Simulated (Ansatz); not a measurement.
**ZnS: 5 runs along one coordinate**

System: ZnS (2 atoms in the cell).
Method: DFT r2SCAN, scalar-relativistic, plane waves, PAW, no spin polarisation (Ansatz 0.2.0).

The 5 runs differ only in the geometry, by a strain of the cell at fixed fractional positions. Against run 3, the strain is εxx = −0.01 η, εxz = η and εzz = −0.01 η. The structure derives from an entry of the Crystallography Open Database.

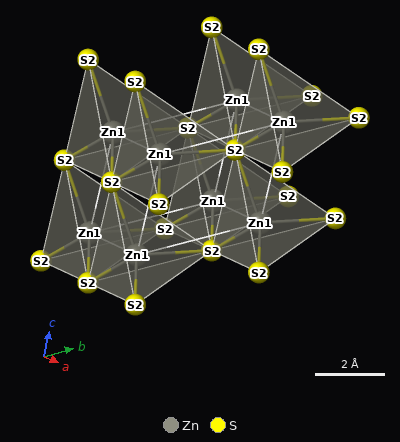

Figure 1. The structure of run 3 (polyhedral view of the reduced cell, seen slightly off an axis; polyhedra are completed across the faces of the cell; atoms are numbered from 1 in the order of the input). An atom can appear more than once, as a periodic image.

**Input of run 3**
```yaml
crystal:
  lattice:
    - [0.0336814149, 2.6945131942, 2.6945131942]
    - [2.7281946091, 0.0, 2.7281946091]
    - [2.6945131942, 2.6945131942, 0.0336814149]
  atoms:
    - { symbol: Zn, position: [0.0, 0.0, 0.0] }
    - { symbol: S, position: [0.75, 0.75, 0.75] }
basis:
  ecutwfc: 500
kpoints:
  mp_grid: { grid: [8, 8, 8] }
hamiltonian:
  xc: r2scan
scf:
  occupations: { method: gaussian, width: 0.05 }
output:
  forces: true
  stress: true
  eigenvalues: true
```

Command:
```bash
ansatz run input.yaml --threads 1 --pin off --max-ram 2560MiB --backend cpu --events-out ev --progress --plain --runs-dir out
```

Run 4 differs from it as follows:
```diff
-    - [0.0336814149, 2.6945131942, 2.6945131942]
-    - [2.7281946091, 0.0, 2.7281946091]
-    - [2.6945131942, 2.6945131942, 0.0336814149]
+    - [0.0404176979, 2.6945131942, 2.6945131942]
+    - [2.7349308921, 0.0, 2.7349308921]
+    - [2.6945131942, 2.6945131942, 0.0404176979]
```

**Results, with one run withheld**

| run | strain parameter η (%) | free energy per atom, from the lowest run given (meV) | pressure (GPa) | gap on the mesh (eV) |
| --- | --- | --- | --- | --- |
| 1 | −0.7501 | 0.00 | 0.02 | 2.68 |
| 2 | −0.5001 | 0.55 | 0.03 | 2.67 |
| 3 | 0.0000 | 2.33 | 0.08 | 2.65 |
| 4 | 0.2500 | ? | ? | ? |
| 5 | 0.5001 | 5.00 | 0.15 | 2.62 |

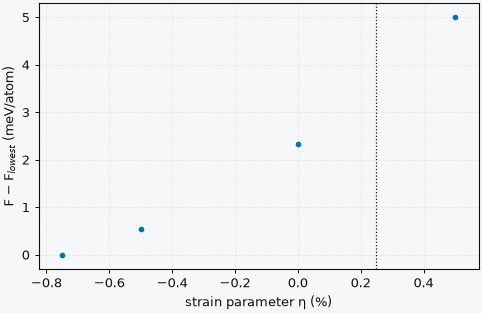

Figure 2. Free energy per atom of the runs given; the dotted line marks run 4.

Fit the runs given and predict run 4.

A quadratic polynomial in the coordinate, fitted to the 4 runs given, misses them by under 0.01 meV per atom. With x = η + 0.1875, it reads F = 1.5577 + 3.7769 x + 1.7887 x² (meV per atom). At run 4 it gives 3.55 meV per atom, and the run itself gives 3.55. The fit has no minimum inside this range. The gap on the mesh goes, without turning, from 2.68 eV in run 1 to 2.62 eV in run 5; run 4 has 2.63 eV. These are gaps of this functional on this mesh, which can miss the band edges; they aren't the measured gap.

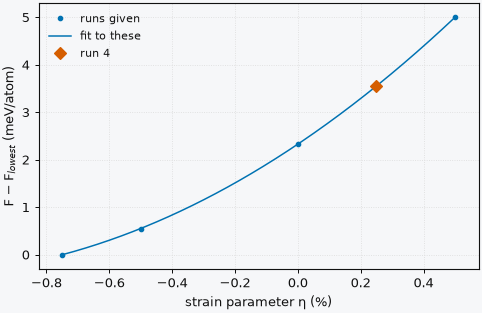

Figure 3. The fit and the withheld run.

**Output, shortened to warnings, some set-up lines, iterations and results (run 4)**
```
Basis set: ecut = 500 eV, 957 PW (Γ), exchange–correlation on 120×120×120 points (64 copies of the dense FFT grid, shifted against one another)
Symmetry: 4 space group operations
k-points: 95 of 512 (time reversal used)
Initial density: superposition of atomic densities (neutral atoms: chi_scale 0, normalization atom), corrected by the library's trained network
[...]
SCF iter   1: F=—  HF=-4233.444386 eV  |F-HF|=—  |Δ(HF+E_count)|=         —  Δρ=1.56e-2  dr2=4.71e-2  dr2_τ=6.68e-3  ethr=1.77e-3  ⟨swp⟩=5.3  Hψ=7440  notcnv=0
SCF iter   2: F=—  HF=-4233.447230 eV  |F-HF|=—  |Δ(HF+E_count)|=   2.84e-3  Δρ=4.67e-3  dr2=8.49e-3  dr2_τ=3.53e-4  ethr=2.62e-4  ⟨swp⟩=2.4  Hψ=3193  notcnv=0
SCF iter   3: F=—  HF=-4233.441972 eV  |F-HF|=—  |Δ(HF+E_count)|=   5.26e-3  Δρ=2.92e-3  dr2=1.37e-3  dr2_τ=8.45e-6  ethr=4.72e-5  ⟨swp⟩=2.0  Hψ=2377  notcnv=0
SCF iter   4: F=—  HF=-4233.442295 eV  |F-HF|=—  |Δ(HF+E_count)|=   3.22e-4  Δρ=2.65e-4  dr2=4.36e-5  dr2_τ=2.35e-6  ethr=7.61e-6  ⟨swp⟩=2.0  Hψ=2850  notcnv=0
SCF iter   5: F=—  HF=-4233.442281 eV  |F-HF|=—  |Δ(HF+E_count)|=   1.36e-5  Δρ=1.21e-4  dr2=5.36e-6  dr2_τ=6.86e-8  ethr=2.42e-7  ⟨swp⟩=2.0  Hψ=1479  notcnv=0
SCF iter   6: F=-4233.442280 eV  HF=-4233.442280 eV  |F-HF|=8.47e-9  |Δ(HF+E_count)|=   6.64e-7  Δρ=7.45e-6  dr2=1.25e-8  dr2_τ=1.86e-9  ethr=5.56e-10  ⟨swp⟩=3.6  Hψ=5537  …
SCF 1 converged in 6 iterations: F = -4233.442280 eV  dr2 = 1.25e-8
SCF converged after 6 iterations
Free energy (F): -4233.442280 eV
Harris-Foulkes:  -4233.442280 eV  (|F-HF|=8.47e-9)
Internal energy: -4233.442280 eV  (E = F + TS)
E sigma→0 (E₀):  -4233.442280 eV
Fermi energy:    6.997907 eV
--- Per-component energies (eV) ---
  E_band       = -1.077833
  E_kinetic    = 237.585337
  E_local      = -2041.363778  (includes V_loc(G=0)·N_el)
  E_nonlocal   = 646.585732
  E_hartree    = 856.496197
  E_xc         = -215.813371
  E_vxc        = -148.264471  (∫ρ·V_xc dr)
  E_paw        = -2459.879324  (= ΣΔE_a)
  E_vpaw       = -415.949201  (= ΣTr[D̂ρ^β])
  E_aug_tail   = -0.000058  (compensation charges beyond the density's cutoff)
  E_vtau       = 7.337005  (kinetic-family band-sum trace: ∫τ·v_τ [+ j·A + Jᵃ·Aᵃ] dr)
  E_ewald      = -1256.760630
  E_core_change = -0.292385  (= ΣΔE_core)
  E_smearing   = -0.000000  (= −TS)
  E_closure    = 0.000000  (closes the sum)
  Σ components = -4233.442280   (vs F -4233.442280, Δ=0.00e0)
--- Forces (eV/Å), atoms counted from 1 ---
  atom   1  Zn     0.00000000    -0.17173559     0.00000000
  atom   2  S     -0.00000000     0.17174125    -0.00000000
  max |Σ_I F_I| component: 5.66e-6 eV/Å
--- Stress (GPa, compression-positive) ---
        0.121242      -0.000000      -2.181706
       -0.000000       0.083558      -0.000000
       -2.181706      -0.000000       0.121242
  P = ⅓ Tr σ = 0.1087 GPa (1.087 kbar)
```
